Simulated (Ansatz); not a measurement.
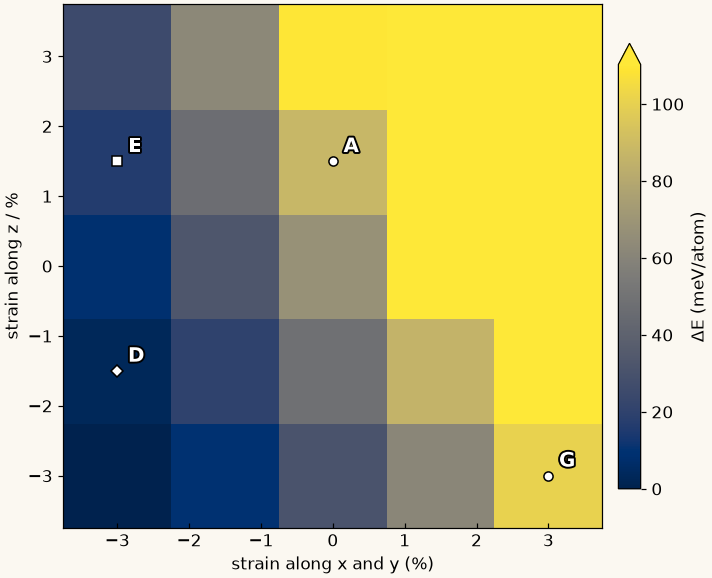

Hf (Im-3m, No. 229; 1 atom in the cell). The cell is strained homogeneously, by one strain along x and y and another along z, with fractional coordinates fixed (x, y and z along the cube axes). The first coordinate is: strain along x and y; the second: strain along z. Grid: 5 × 5 points. All energies are given in meV/atom relative to the lowest grid point. The reference cell is the one listed in the database, not relaxed at this level. The calculation used DFT PBEsol, scalar-relativistic, plane waves, PAW (Ansatz 0.2.0). Settings: cutoff 420 eV, k-mesh 18×18×18, gaussian smearing 0.15 eV, no spin polarisation.

In the figure: one coloured cell a grid point, one colour for all values above the top of the scale, lettered points.

Question: Is A the lowest point of the computed grid?

Answer: No. A lies 88 meV/atom above the lowest grid point, which is at strain along x and y = −3.0 %, strain along z = −3.0 %.

Question: Rank the lettered points by energy, lowest first.

Answer: D (3.1 meV/atom), E (16 meV/atom), A (88 meV/atom), G (100 meV/atom).
